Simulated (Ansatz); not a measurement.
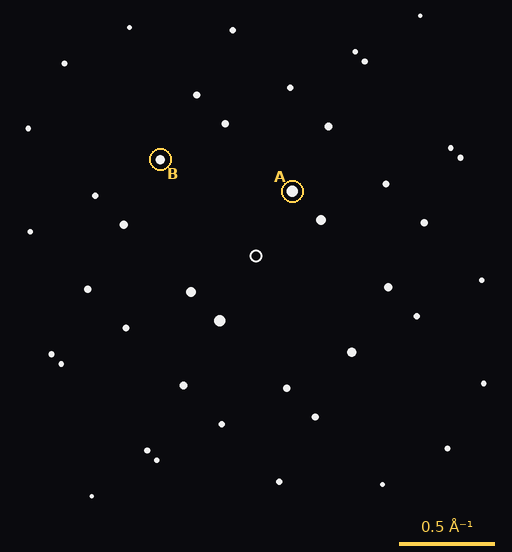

Kinematic zone-axis pattern, calculated for 100 keV electrons with B = 0.5 Å². Two individuals of a reflection twin are superposed (a geometric construction: whether this twin forms is not tested; the second individual is smaller and so fainter). Crystal: Ge, space group C2/m (No. 12), a = 2.988 Å, b = 5.106 Å, c = 2.906 Å, β = 118.91°, zone axis [201]. Structure: coordinates from a relaxation with DFT PBE, scalar-relativistic, plane waves, PAW in Ansatz 0.2.0; the starting structure was generated, so it need not be a known form of this composition.

```
Ge
1.0
     2.98770    0.00000    0.00000
     0.00000    5.10564    0.00000
    -1.40470    0.00000    2.54379
Ge
2
Direct
  0.00000 0.00000 0.00000
  0.50000 0.50000 0.00000
```

In the first individual spot A is 0 -2 0 and spot B is 1 -1 -2.

> Find the twin plane.

(1-1-2). The spot positions of the combined pattern are mirror-symmetric about the row through 1 -1 -2 (d = 1.397 Å), which both individuals share, while a single individual has only symmetry 2mm without that mirror line. Friedel's law adds a mirror line at right angles, along which no low-index reflection lies.

> Which other reflections coincide?

Within the frame only the reflections of the common row coincide.
